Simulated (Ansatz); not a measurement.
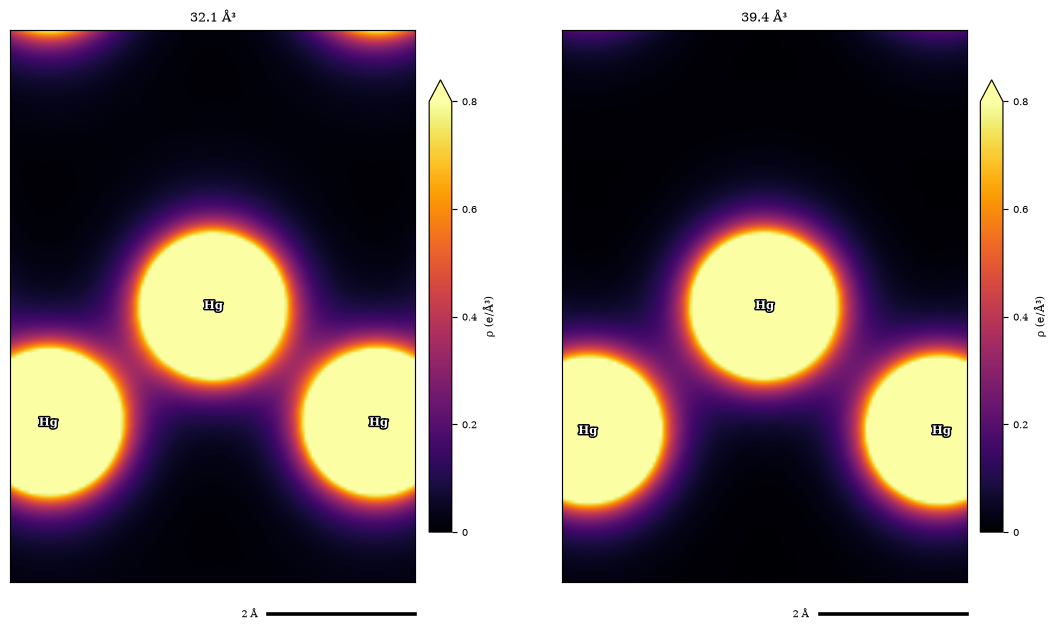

Hg. The valence pseudo-density of cells scaled evenly to different volumes (given per atom above each panel), on the (11̄0) plane of each (indices in the axes of the cell below), at one length scale and on one colour scale.

A generated structure, not necessarily the stable one.

All numbers below come from Ansatz, DFT, PBEsol, plane waves (420 eV) with PAW, scalar-relativistic.

The density is the valence pseudo-density of a PAW calculation; it isn't the true density close to the nuclei.

The largest cell:

```
Hg
1.0
     0.00000    3.40172    3.40172
     3.40172    0.00000    3.40172
     3.40172    3.40172    0.00000
Hg
2
Direct
  0.12500 0.12500 0.12500
  0.87500 0.87500 0.87500
```

| volume (Å³/atom) | Hg–Hg contact in the plane (Å) | ρ at its midpoint (e/Å³) | pressure (GPa) | 
| --- | --- | --- | --- |
| 32.07 | 2.752 | 0.351 | 3.1 | 
| 33.53 | 2.793 | ? | ? | 
| 39.36 | 2.946 | 0.248 | −1.0 | 

### What values belong in the row with question marks?

Over the known rows ln ρ falls by 1.79 per Å of Hg–Hg distance (the line through the two), which gives 0.326 e/Å³ at 2.793 Å; the calculation gives 0.327 e/Å³. For the pressure, a straight line in volume between the neighbouring rows gives 2.3 GPa; the calculation gives 1.7, lower because pressure rises ever faster on compression.
